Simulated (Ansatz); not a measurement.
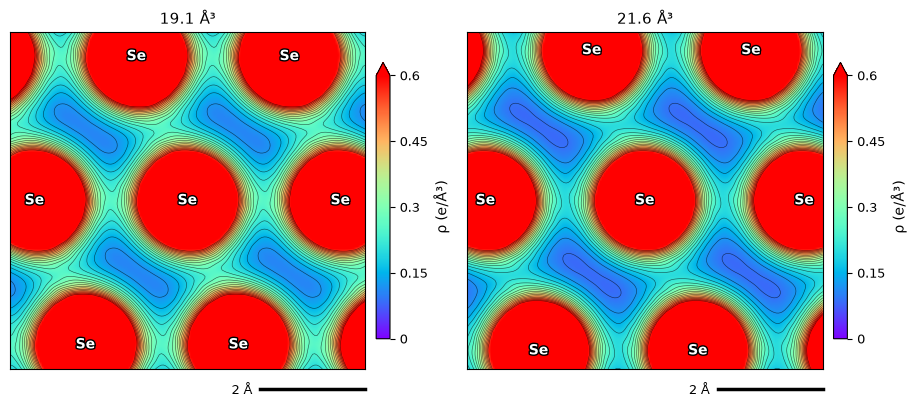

Se. The valence charge density (pseudo) of cells scaled evenly to different volumes (given per atom above each panel), on the (010) plane of each (indices in the axes of the cell below), at one length scale and on one colour scale.

A generated structure, not necessarily the stable one.

Theory: Ansatz, DFT, revPBE, plane waves (420 eV) with PAW, scalar-relativistic.

The density is the valence pseudo-density of a PAW calculation; it isn't the true density close to the nuclei.

The largest cell:

```yaml
crystal:
  lattice:
    - [-1.75307, 1.75307, 1.75307]
    - [1.75307, -1.75307, 1.75307]
    - [1.75307, 1.75307, -1.75307]
  atoms:
    - { symbol: Se, position: [0.00000, 0.00000, 0.00000] }
```

| volume (Å³/atom) | Se–Se contact in the plane (Å) | ρ at its midpoint (e/Å³) | 
| --- | --- | --- |
| 19.06 | 2.915 | 0.255 | 
| 20.72 | 2.997 | ? | 
| 21.55 | 3.036 | 0.200 | 

> Estimate the missing row, and compare with the calculation.

Over the known rows ln ρ falls by 2.01 per Å of Se–Se distance (the line through the two), which gives 0.216 e/Å³ at 2.997 Å; the calculation gives 0.223 e/Å³.
